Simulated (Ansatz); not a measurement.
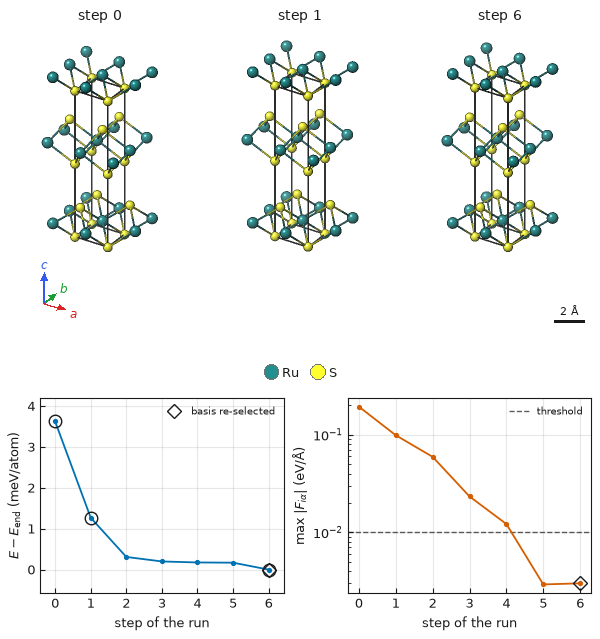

Frames of a relaxation of solid RuS₂ (built on the SnS2-186 type type), marked on the history of the run. Style: ball-and-stick. Shown: the cell of the calculation, slightly off an axis.

Computed with Ansatz 0.2.0, DFT, r2SCAN+rVV10, plane waves, PAW. Settings: plane-wave cutoff 500 eV; k-point mesh 12 × 12 × 2; occupations fermi dirac; smearing width 0.03 eV; no spin polarisation; cell and atoms relaxed; force threshold 0.01 eV/Å; at most 120 steps.

What happens along the run?

Answer. The largest moves relative to the cell, 0.021 Å, are those of S atoms. Largest moves by element: S 0.021 Å, Ru 0.007 Å. The volume changes by +3.0 %, with a = b 3.396 → 3.413 Å (+0.5 %), c 10.205 → 10.409 Å (+2.0 %). Near-neighbour distances that change, for instance: Ru–S 2.356 → 2.375 Å, Ru–S 2.339 → 2.346 Å. The space group stays P6_3mc (No. 186). Over 5 accepted moves (6 points after the start) the energy falls by 3.6 meV per atom. Largest force component: 0.19 eV/Å at the start, 0.003 eV/Å at the end. The pressure goes from 2.79 to −0.01 GPa. The SCF was repeated once at an unchanged geometry on a basis and grid sized afresh for the cell, which shifted the energy by 0.2 meV per atom at most. From step 0 to 1: S atoms move most (0.04 Å), volume +4.8 %, energy −2.4 meV per atom. From step 1 to 6: S atoms move most (0.03 Å), volume −1.6 %, energy −1.3 meV per atom.
